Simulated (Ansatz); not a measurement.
TlH5: geometry relaxation (part 2 of 2)

Continued. System: TlH5 (P6/mmm, 6 atoms in the cell). Method: DFT, PBE, plane waves, PAW, no spin polarisation (Ansatz 0.2.0); cutoff 800 eV, 12×12×8 k-mesh, Gaussian smearing of 0.1 eV. The structure was made by a generator, so it may or may not be a known phase.

Geometry of the input (Å; fractional positions):
```
3.6304  0.0000  0.0000
-1.8152  3.1440  0.0000
0.0000  0.0000  4.4214
Tl 0.0000  0.0000  0.0000
H  0.3333  0.6667  0.0000
H  0.6667  0.3333  0.0000
H  0.5000  0.0000  0.5000
H  0.5000  0.5000  0.5000
H  -0.0000  0.5000  0.5000
```

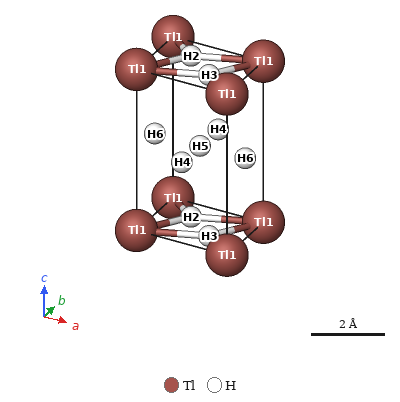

**Figure 1.** The geometry at step 2 of the log (ball-and-stick view of the cell of the calculation, seen slightly off an axis; atoms are numbered from 1 in the order of the input).

Output, continued
```
SCF iter   1: F=—  HF=-14623.929120 eV  |F-HF|=—  |Δ(HF+E_count)|=         —  Δρ=2.74e-4  dr2=3.99e-5  ethr=1.35e-7  ⟨swp⟩=2.3  Hψ=9303  notcnv=0
preconditioner: auto → Kerker (q_TF=auto, 2.431 Å⁻¹)  [metal: Δε(μ)=0.011 eV  Ē_g=13.833 eV  σ=0.100 eV  W_gap=0.06  n_scr=20 (ndim 8)  ℏωp=21.9 eV  f_vac=0.000  D(μ)=1.29/eV (n_scr^D=8)]
SCF iter   2: F=—  HF=-14623.929111 eV  |F-HF|=—  |Δ(HF+E_count)|=   9.37e-6  Δρ=1.14e-4  dr2=7.57e-6  ethr=1.35e-7  ⟨swp⟩=1.0  Hψ=1805  notcnv=0
SCF iter   3: F=—  HF=-14623.929109 eV  |F-HF|=—  |Δ(HF+E_count)|=   2.29e-6  Δρ=2.70e-5  dr2=4.10e-7  ethr=2.91e-8  ⟨swp⟩=1.9  Hψ=2336  notcnv=0
SCF iter   4: F=-14623.929108 eV  HF=-14623.929108 eV  |F-HF|=9.46e-10  |Δ(HF+E_count)|=   7.26e-8  Δρ=5.32e-6  dr2=1.21e-8  ethr=5.61e-10  ⟨swp⟩=5.0  Hψ=7158  notcnv=0
SCF 4 converged in 4 iterations: F = -14623.929108 eV  dr2 = 1.21e-8
relax step   4: F+E_penalty+E_count = -14623.92910850 eV  Δ(F+E_penalty+E_count) = -9.659e-5 eV  max|allowed force component| = 9.794e-18 eV/Å  Δτ_max = 0.0000 Å  P = -0.002 GPa  Ω = 51.959 Å³  energy of the carried Pulay correction = -6.593e-5 eV  (4 SCF iters, dr2 threshold 1.46e-7 eV, accepted)
Initial wavefunctions: pseudopotential atomic-orbital guess (no wavefunctions were taken with the density)
iter 1 solved again at ethr=6.80e-9 eV; its pass at ethr=3.10e-3 eV (dr2=1.77e-6 eV) is discarded
SCF iter   1: F=—  HF=-14623.928954 eV  |F-HF|=—  |Δ(HF+E_count)|=         —  Δρ=1.57e-4  dr2=1.70e-7  ethr=6.80e-9  ⟨swp⟩=4.7  Hψ=14297  notcnv=0
preconditioner: auto → Kerker (q_TF=auto, 2.431 Å⁻¹)  [metal: Δε(μ)=0.010 eV  Ē_g=13.835 eV  σ=0.100 eV  W_gap=0.06  n_scr=20 (ndim 8)  ℏωp=21.9 eV  f_vac=0.000  D(μ)=1.30/eV (n_scr^D=8)]
SCF iter   2: F=—  HF=-14623.929146 eV  |F-HF|=—  |Δ(HF+E_count)|=   1.91e-4  Δρ=7.89e-5  dr2=4.40e-8  ethr=6.56e-10  ⟨swp⟩=2.0  Hψ=2186  notcnv=0
SCF iter   3: F=—  HF=-14623.929213 eV  |F-HF|=—  |Δ(HF+E_count)|=   6.70e-5  Δρ=9.25e-7  dr2=4.04e-10  ethr=1.69e-10  ⟨swp⟩=2.0  Hψ=2419  notcnv=0
SCF iter   4: F=—  HF=-14623.929213 eV  |F-HF|=—  |Δ(HF+E_count)|=  2.76e-10  Δρ=5.35e-7  dr2=9.57e-11  ethr=1.00e-12  ⟨swp⟩=6.1  Hψ=7634  notcnv=0
SCF iter   5: F=-14623.929213 eV  HF=-14623.929213 eV  |F-HF|=3.64e-12  |Δ(HF+E_count)|=   1.26e-9  Δρ=6.91e-8  dr2=1.92e-12  ethr=1.00e-12  ⟨swp⟩=4.0  Hψ=5481  notcnv=0
SCF 5 converged in 5 iterations: F = -14623.929213 eV  dr2 = 1.92e-12
relax step   5: F+E_penalty+E_count = -14623.92921282 eV  Δ(F+E_penalty+E_count) = -1.043e-4 eV  max|allowed force component| = 9.812e-18 eV/Å  Δτ_max = 0.0000 Å  P = +0.001 GPa  Ω = 51.959 Å³  stress off target by 1.04e-2 GPa  SCF on the basis re-selected at this cell (its energy is not comparable with the rows above)  (5 SCF iters)
basis re-selected at this cell: Δ(F+E_penalty+E_count) = -1.043e-4 eV, ΔP = +0.003 GPa vs the last step (what re-selecting the basis moved, of the pressure what is left beyond the Pulay correction that the steps carried, after the strain that the cell walked since its last selection, with what the two solves' SCF thresholds leave and, on support functions, any second-order correction that the steps lacked; it is no measure of the basis error at this ecutwfc). This SCF's stress stands 1.04e-2 GPa from its target on what of the cell is left free (relax.cell.stress_tol is 5.00e-2 GPa) and its largest allowed force component is 9.81e-18 eV/Å (relax.f_tol is 1.00e-2 eV/Å): within both
SCF converged after 5 iterations
Free energy (F): -14623.929213 eV
Harris-Foulkes:  -14623.929213 eV  (|F-HF|=3.64e-12)
Internal energy: -14623.922736 eV  (E = F + TS)
E sigma→0 (E₀):  -14623.925974 eV
Entropy (-TS):   -0.006477 eV (-1.080 meV/atom)
Fermi energy:    6.869635 eV
--- Per-component energies (eV) ---
  E_band       = -656.474714
  E_kinetic    = 649.884798
  E_local      = -5265.680916  (includes V_loc(G=0)·N_el)
  E_nonlocal   = 1342.844541
  E_hartree    = 1925.087095
  E_xc         = -705.896960
  E_vxc        = -338.707857  (∫ρ·V_xc dr)
  E_paw        = -9974.136567  (= ΣΔE_a)
  E_vpaw       = -894.989432  (= ΣTr[D̂ρ^β])
  E_aug_tail   = -0.000124  (compensation charges beyond the density's cutoff)
  E_ewald      = -2596.024602
  E_smearing   = -0.006477  (= −TS)
  E_closure    = -0.000000  (closes the sum)
  Σ components = -14623.929213   (vs F -14623.929213, Δ=0.00e0)
--- Forces (eV/Å), atoms counted from 1 ---
  atom   1  Tl    -0.00000000     0.00000000     0.00000000
  atom   2  H     -0.00000000     0.00000000    -0.00000000
  atom   3  H     -0.00000000    -0.00000000     0.00000000
  atom   4  H      0.00000000     0.00000000     0.00000000
  atom   5  H     -0.00000000    -0.00000000     0.00000000
  atom   6  H     -0.00000000     0.00000000     0.00000000
  max |Σ_I F_I| component: 1.73e-18 eV/Å
--- Stress (GPa, compression-positive) ---
       -0.003897       0.000000      -0.000000
        0.000000      -0.003897       0.000000
       -0.000000       0.000000       0.010405
  P = ⅓ Tr σ = 0.0009 GPa (0.009 kbar)
--- Band table (eV; the first three rows and the last of 95) ---
  k-point 0: bands = ["-119.7853", "-64.9691", "-64.9074", "-64.9074", "-5.5883", "-4.7377", "-4.7377", "-4.4092", "-4.4092", "-3.6901", "1.8204", "7.0626", "7.1013", "9.8851", "9.8851", "12.7204", "13.7980", "13.7980", "18.6453"]
  k-point 1: bands = ["-119.7853", "-64.9691", "-64.9074", "-64.9074", "-5.5827", "-4.7371", "-4.7371", "-4.4107", "-4.4107", "-3.5983", "1.3887", "7.1117", "7.6807", "9.8840", "9.8840", "12.7525", "13.8872", "13.8872", "18.3765"]
  k-point 2: bands = ["-119.7853", "-64.9691", "-64.9074", "-64.9074", "-5.5699", "-4.7358", "-4.7358", "-4.4141", "-4.4141", "-3.3353", "0.4955", "7.1369", "9.1147", "9.8813", "9.8813", "12.8269", "14.1247", "14.1247", "17.8604"]
  k-point 94: bands = ["-119.7852", "-64.9689", "-64.9097", "-64.9097", "-4.8360", "-4.8360", "-4.6018", "-4.6018", "-4.4713", "2.2254", "2.4412", "2.4412", "3.5525", "3.5525", "5.9897", "13.9767", "16.6470", "16.6470", "19.1897"]
--- Relaxed structure (4 steps of the walk, 4 accepted, 1 SCFs on fresh bases) ---
  F+E_penalty+E_count = -14623.92921282 eV   max|allowed force component| = 9.812e-18 eV/Å   (the final SCF, on the basis selected at the relaxed cell)
  cell:  # Å, volume = 51.9594 Å³
    - [3.6114494462120987, -8.072649261188226e-33, 3.279513762357716e-33]
    - [-1.8057247231060494, 3.1276069649029203, -7.32004134170379e-33]
    - [3.9940930325046156e-33, -7.988186065009231e-33, 4.6001324315072125]
  atoms:
    - { symbol: Tl, position: [-4.788322063630683e-35, 6.380952385077237e-34, 2.624671739796352e-35] }
    - { symbol: H, position: [0.33333333333333337, 0.6666666666666669, 7.706180700350553e-35] }
    - { symbol: H, position: [0.6666666666666667, 0.33333333333333337, -3.8188245922878107e-35] }
    - { symbol: H, position: [0.5, 6.2788571469159996e-34, 0.5] }
    - { symbol: H, position: [0.5, 0.5, 0.5] }
    - { symbol: H, position: [8.554575547407402e-35, 0.5, 0.5] }
```

Trajectory as extended XYZ (Å, eV, eV/Å), 5 frames, from step=1 to step=5
```
6
Lattice="3.6304 0.0000 0.0000 -1.8152 3.1440 0.0000 0.0000 0.0000 4.4214" Properties=species:S:1:pos:R:3:forces:R:3 step=1 energy=-14623.91454 pressure_GPa=-0.05
Tl    0.0000    0.0000    0.0000    0.0000   0.0000   0.0000
H     0.0000    2.0960    0.0000    0.0000   0.0000   0.0000
H     1.8152    1.0480    0.0000    0.0000   0.0000   0.0000
H     1.8152    0.0000    2.2107    0.0000   0.0000   0.0000
H     0.9076    1.5720    2.2107    0.0000   0.0000   0.0000
H    -0.9076    1.5720    2.2107    0.0000   0.0000   0.0000
6
Lattice="3.5990 0.0000 0.0000 -1.7995 3.1168 0.0000 0.0000 0.0000 4.5986" Properties=species:S:1:pos:R:3:forces:R:3 step=2 energy=-14623.92827 pressure_GPa=0.52
Tl    0.0000    0.0000    0.0000    0.0000   0.0000   0.0000
H     0.0000    2.0779    0.0000    0.0000   0.0000   0.0000
H     1.7995    1.0389    0.0000    0.0000   0.0000   0.0000
H     1.7995    0.0000    2.2993    0.0000   0.0000   0.0000
H     0.8997    1.5584    2.2993    0.0000   0.0000   0.0000
H    -0.8997    1.5584    2.2993    0.0000   0.0000   0.0000
6
Lattice="3.6154 0.0000 0.0000 -1.8077 3.1310 0.0000 0.0000 0.0000 4.6032" Properties=species:S:1:pos:R:3:forces:R:3 step=3 energy=-14623.92901 pressure_GPa=-0.17
Tl    0.0000    0.0000    0.0000    0.0000   0.0000   0.0000
H     0.0000    2.0873    0.0000    0.0000   0.0000   0.0000
H     1.8077    1.0437    0.0000    0.0000   0.0000   0.0000
H     1.8077    0.0000    2.3016    0.0000   0.0000   0.0000
H     0.9038    1.5655    2.3016    0.0000   0.0000   0.0000
H    -0.9038    1.5655    2.3016    0.0000   0.0000   0.0000
6
Lattice="3.6114 0.0000 0.0000 -1.8057 3.1276 0.0000 0.0000 0.0000 4.6001" Properties=species:S:1:pos:R:3:forces:R:3 step=4 energy=-14623.92911 pressure_GPa=-0.00
Tl    0.0000    0.0000    0.0000    0.0000   0.0000   0.0000
H     0.0000    2.0851    0.0000    0.0000   0.0000   0.0000
H     1.8057    1.0425    0.0000    0.0000   0.0000   0.0000
H     1.8057    0.0000    2.3001    0.0000   0.0000   0.0000
H     0.9029    1.5638    2.3001    0.0000   0.0000   0.0000
H    -0.9029    1.5638    2.3001    0.0000   0.0000   0.0000
6
Lattice="3.6114 0.0000 0.0000 -1.8057 3.1276 0.0000 0.0000 0.0000 4.6001" Properties=species:S:1:pos:R:3:forces:R:3 step=5 energy=-14623.92921 pressure_GPa=0.00
Tl    0.0000    0.0000    0.0000    0.0000   0.0000   0.0000
H     0.0000    2.0851    0.0000    0.0000   0.0000   0.0000
H     1.8057    1.0425    0.0000    0.0000   0.0000   0.0000
H     1.8057    0.0000    2.3001    0.0000   0.0000   0.0000
H     0.9029    1.5638    2.3001    0.0000   0.0000   0.0000
H    -0.9029    1.5638    2.3001    0.0000   0.0000   0.0000
```

Results in brief

- outcome: converged
- space group (tolerance 0.01 Å): P6/mmm (191)
- electrons treated: 26
- free energy: −14623.9292 eV
- Fermi energy: 6.870 eV
- gap on the k-point mesh: none (metallic)
- pressure: 0.00 GPa
- final volume: 51.96 Å³
- largest force (length of the vector) at the end: under 0.001 eV/Å
- final cell: a = 3.611 Å, b = 3.611 Å, c = 4.600 Å, α = 90.00°, β = 90.00°, γ = 120.00°
- hardware: 1 thread of Arm Neoverse V1, 24 GiB of memory available, shared host
- wall time: 70 s
- peak memory: 0.49 GiB

Settings chosen away from the usual ones: hamiltonian.pseudopotentials set to {"kind": "paw", "source": "ansatz"}; basis.ecutwfc removed. Spin–orbit coupling is left out, which matters for Tl.
